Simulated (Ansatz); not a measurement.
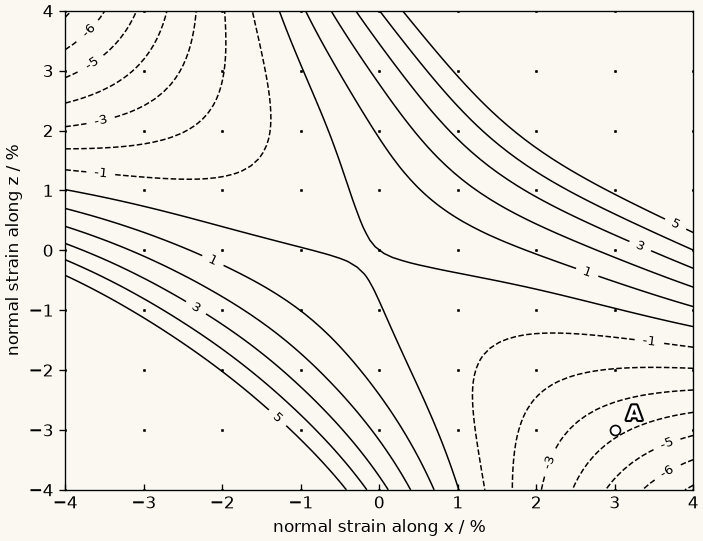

Zn (Im-3m, No. 229; 1 atom in the cell). The energy is mapped over two homogeneous strains (x, y and z along the cube axes). Coordinates scanned: (1) normal strain along x; (2) normal strain along z. Nothing is relaxed (symmetry fixes all fractional coordinates). The grid has 9 × 9 points; 45 points were computed and 36 follow by symmetry. Points are written as (first, second). Energies: meV/atom, counted from the relaxed crystal. Level of theory: DFT PBEsol, scalar-relativistic, plane waves, PAW (Ansatz 0.2.0). Settings: cutoff 520 eV, k-mesh 20×20×20, gaussian smearing 0.15 eV, no spin polarisation.

The picture shows contour lines labelled in meV/atom (none above 5), dots at the grid points, the point A. Between grid points the surface is interpolated.

Question: Is A at rest? If not, where is it pushed?

Answer: A, at (3 %, −3 %), is not a stationary point. The computed force is 1.2 meV/atom for each 1 % towards larger values of normal strain along x and 1.6 meV/atom for each 1 % towards smaller values of normal strain along z.
